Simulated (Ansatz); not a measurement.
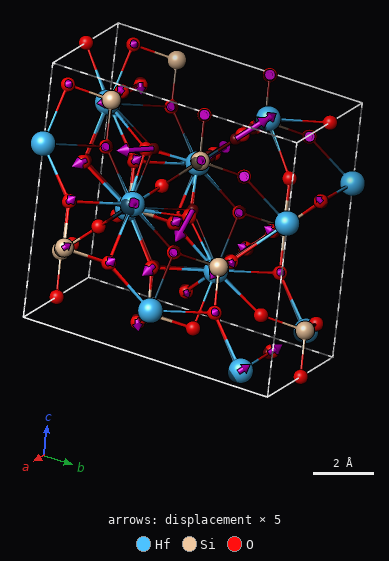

This is a relaxation of a defect cell of composition Hf$_{9}$Si$_{7}$O$_{32}$. The starting structure is drawn faded, the final one solid; purple arrows show the displacements, 5 times their true length.

The picture is a ball-and-stick view of the cell of the calculation (origin shifted), seen slightly off an axis.

Case: Hf on a Si site (b), charge +0, atoms relaxed at the host's cell.

These are results of DFT PBE, scalar-relativistic, plane waves, PAW in Ansatz, not measurements. Set-up: plane-wave cutoff 420 eV; k-point mesh 2 × 2 × 2; occupations gaussian; smearing width 0.01 eV; mesh shifted by (0.5, 0.5, 0.5); no spin polarisation; atoms relaxed in a fixed cell; force threshold 0.025 eV/Å; at most 45 steps.

Which element moves most?

Oxygen: up to 0.28 Å, against 0.10 Å for hafnium.

What did the optimiser do to the structure, and how much energy did it gain?

The largest moves, 0.28 Å, are those of O atoms. By element the largest moves are O 0.28 Å, Hf 0.10 Å, Si 0.07 Å. The cell doesn't change. Some distances before and after: Hf–O 1.638 → 1.899 Å, Hf–O 2.139 → 2.030 Å, Hf–Hf 3.007 → 3.102 Å, Hf–O 2.275 → 2.220 Å. Among the angles between lasting bonds that change: Hf–O–Hf 111.4° → 120.0°, Hf–O–Hf 149.5° → 142.6°, O–Hf–O 96.7° → 90.4°. Over 5 accepted moves (6 points after the start) the energy falls by 7.867 eV per cell of the calculation. The largest force component goes from 13 to 0.01 eV/Å. 1 step only repeated the SCF at the same geometry. Cost: 2.6 min on 4 threads of Intel(R) Xeon(R) Platinum 8488C (Sapphire Rapids), with other jobs on the host, peak memory 2.4 GiB.
